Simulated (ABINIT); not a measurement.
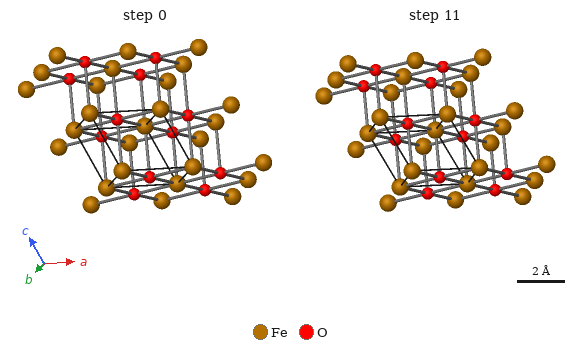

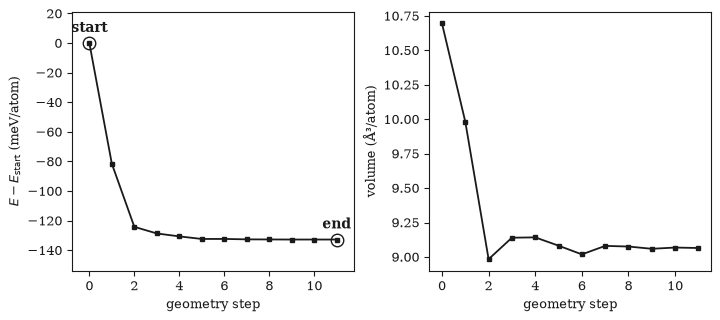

First and last geometry of a relaxation of crystalline FeO (set up in I4/mmm), with the history of the run. Style: ball-and-stick. Shown: the cell of the calculation, repeated 2 × 2 × 2 with one cell outlined, from a free direction.

The run lets cell and atoms move.

Theory: Kohn-Sham DFT of a periodic cell, LDA, JTH PAW LDA v2.0 in ABINIT 10.8.3.

The input:
```
# Pseudopotentials
pp_dirpath "./"
pseudos "Fe.LDA_PW-JTH.xml, O.LDA_PW-JTH.xml"

# Structure
acell 3*1.0
rprim
    -3.0275366739     3.0275366739     3.9370407627
     3.0275366739    -3.0275366739     3.9370407627
     3.0275366739     3.0275366739    -3.9370407627
ntypat 2
znucl 26 8
natom 2
typat 1 2
xred
     0.0000000000     0.0000000000     0.0000000000
     0.5000000000     0.5000000000     0.0000000000
chkprim 0
chksymtnons 0
tolsym 1.0e-6

# Plane-wave basis
ecut 26.0
pawecutdg 48.0

# k points
kptopt 1
ngkpt 6 6 6
nshiftk 1
shiftk 0.0 0.0 0.0

# Exchange and correlation
ixc 7

# Bands and occupations
nband 16
occopt 3
tsmear 0.05 eV

# Spin
nsppol 2
spinat
     0.0000000000     0.0000000000     3.0000000000
     0.0000000000     0.0000000000     0.0000000000

# SCF cycle
nstep 100
tolvrs 1.0e-9

# Output
iomode 3
prtwf 0
prtden 0
prteig 0
prtebands 0

# Relaxation
ionmov 22
ntime 60
tolmxf 5.0e-5
optcell 2
dilatmx 1.08
ecutsm 0.5
```

Command:
```bash
abinit run.abi > log 2>&1
```

What do the curves and the structures tell?

It converged. The atoms keep their places relative to the cell (all moves are under 0.005 Å). The drawn cell changes as follows: a = b = c 3.078 → 2.949 Å (−4.2 %), α 117.3° → 120.0°, β 117.3° → 120.0°, γ 94.8° → 90.0°; the volume changes by −15.2 %. Some distances before and after: Fe–O 2.266 → 2.085 Å. The space group (tolerance 0.01 Å) goes from I4/mmm (No. 139) to Fm-3m (No. 225). After 11 geometry steps the energy has fallen by 133 meV per atom. All forces vanish by symmetry, so only the cell relaxes. Pressure: −22.31 GPa at the start and 0.00 GPa at the end.

```json
{"step": "0", "E − E(0), meV/atom": "0.00", "pressure, GPa": "-22.31", "volume, Å³/atom": "10.695"}
{"step": "1", "E − E(0), meV/atom": "-81.57", "pressure, GPa": "-13.87", "volume, Å³/atom": "9.982"}
{"step": "2", "E − E(0), meV/atom": "-124.19", "pressure, GPa": "4.71", "volume, Å³/atom": "8.984"}
{"step": "3", "E − E(0), meV/atom": "-128.66", "pressure, GPa": "0.26", "volume, Å³/atom": "9.140"}
{"step": "4", "E − E(0), meV/atom": "-130.64", "pressure, GPa": "-0.49", "volume, Å³/atom": "9.142"}
{"step": "5", "E − E(0), meV/atom": "-132.38", "pressure, GPa": "-0.21", "volume, Å³/atom": "9.082"}
{"step": "6", "E − E(0), meV/atom": "-132.36", "pressure, GPa": "1.20", "volume, Å³/atom": "9.019"}
{"step": "7", "E − E(0), meV/atom": "-132.65", "pressure, GPa": "-0.31", "volume, Å³/atom": "9.080"}
{"step": "8", "E − E(0), meV/atom": "-132.71", "pressure, GPa": "-0.23", "volume, Å³/atom": "9.076"}
{"step": "9", "E − E(0), meV/atom": "-132.76", "pressure, GPa": "0.13", "volume, Å³/atom": "9.059"}
{"step": "10", "E − E(0), meV/atom": "-132.77", "pressure, GPa": "-0.08", "volume, Å³/atom": "9.068"}
{"step": "11", "E − E(0), meV/atom": "-132.77", "pressure, GPa": "0.00", "volume, Å³/atom": "9.065"}
```

Limits of the set-up: only the magnetic order of this start and cell was tried (total moment 3.7 μB per cell).
